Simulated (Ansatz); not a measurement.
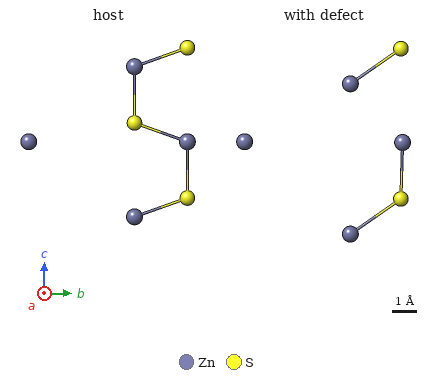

Left: perfect ZnS. Right: the same region with one point defect, after relaxing the atoms in a supercell of 16 sites. The picture is a ball-and-stick view of the atoms within 5.1 Å of one point, in a slice 3.4 Å thick across the line of sight, seen along the a axis.

Computed with Ansatz 0.2.0, DFT PBE, scalar-relativistic, plane waves, PAW. Settings: plane-wave cutoff 420 eV; k-point mesh 2 × 2 × 2; occupations gaussian; smearing width 0.01 eV; no spin polarisation. The cell is small and the k-mesh coarse, so the numbers are rough. The axes drawn are those of the host's conventional cell.

What kind of defect was made?

Answer. A sulfur atom is taken out (a vacancy).

The charge state of the cell is 0.

What does the relaxation do around it?

Answer. Around the empty S site the host had 4 Zn at 2.36 Å; after relaxation the nearest atoms are 1 Zn at 1.64 Å. Of the host's atoms, a zinc atom moves furthest from its site, by 0.72 Å. Relaxing the atoms from the host's sites lowers the energy by 0.28 eV. At a tolerance of 0.02 Å the relaxed supercell has space group P3m1.
